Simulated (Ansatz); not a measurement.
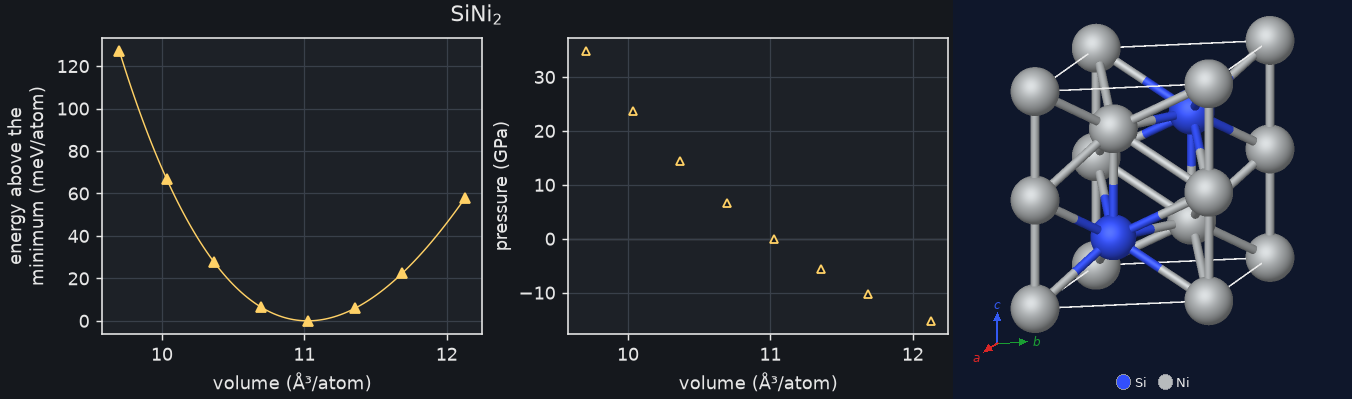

Figure. Energy above the minimum and pressure against volume for SiNi₂, space group P6_3/mmc (No. 194). The conventional cell is drawn beside the plot.

A third-order Birch–Murnaghan fit gives V0 = 11.02 Å³/atom, B0 = 201 GPa and B′ = 4.7. The energy above the minimum is 126.9 meV/atom at volume 9.702 Å³/atom and 57.8 meV/atom at 12.128 Å³/atom; the lowest computed point is at volume 11.025 Å³/atom (0.0 meV/atom), and no other minimum shows. The pressure falls from 34.76 GPa at volume 9.702 Å³/atom to −15.23 GPa at 12.128 Å³/atom, and changes sign near 11.03 Å³/atom. The solid is metallic at every point.

Calculation (Ansatz 0.2.0): third-order Birch-Murnaghan fit to density functional energies at scaled volumes of the given relaxed cell, shape and atoms relaxed at each volume; energies count from the fitted minimum; plane waves with PAW datasets, Γ-centred k mesh. Level: PBE, no spin polarisation.

wave cutoff 420 eV; k mesh 12×12×8; occupations Gaussian; smearing width 0.1 eV.

Cell as given: a = 3.912 Å, b = 3.912 Å, c = 4.991 Å, α = 90.00°, β = 90.00°, γ = 120.00°; 6 atoms.

Note: no spin polarisation, a magnetic state may lie lower.
